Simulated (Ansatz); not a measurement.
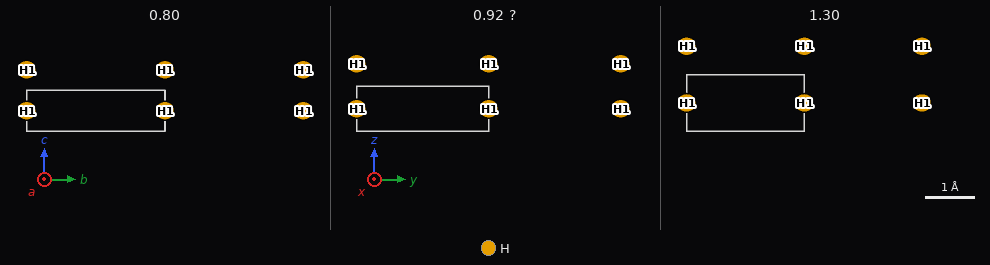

A scan of a crystal of H (P4/mmm): the ratio of the cell's length along z to its lengths across, counted as 1 for the reference, is changed at fixed volume (a c/a path), with the atoms kept at their fractional coordinates. x, y and z are the Cartesian axes of the input. A ball-and-stick model of the cell of the calculation, repeated 1 × 1 × 1 with one cell outlined, repeated 2 × 2 × 2 with one cell outlined, seen along the a axis.

All numbers below come from DFT PBE+D3(BJ), scalar-relativistic, plane waves, PAW in Ansatz. (plane-wave cutoff 420 eV; k-point mesh 12 × 12 × 30; occupations gaussian; smearing width 0.05 eV; no spin polarisation). Energies (free energies at the smearing named) are counted from the cell as listed in its source, which wasn't relaxed.

```csv
axial ratio over its reference value,ΔE (meV/atom)
0.80,213.4
0.85,123.1
0.92,?
0.96,9.4
1.00,0.0
1.05,5.3
1.10,23.4
1.20,86.1
1.30,174.2
```

Q: One row is withheld. What is its energy?

A: A straight line between the two neighbours gives 50.7 meV/atom. A cubic through the four nearest rows (0.80, 0.85, 0.96, 1.00) gives, with Lagrange weights, (−0.1400)(213.4) + (0.4655)(123.1) + (0.9545)(9.4) + (−0.2800)(0.0) = 36.4 meV/atom. The calculation gives 36.4 meV/atom, so the cubic is right to the digits shown and the straight line 14.3 meV/atom too high, as the curve bends upwards here.

The whole profile:

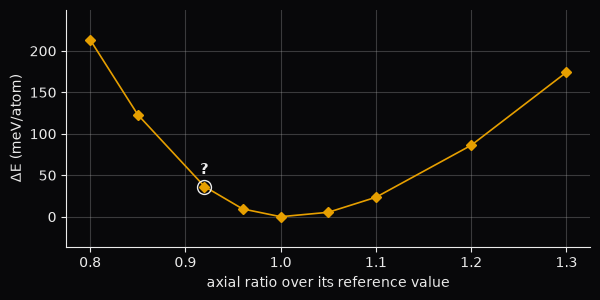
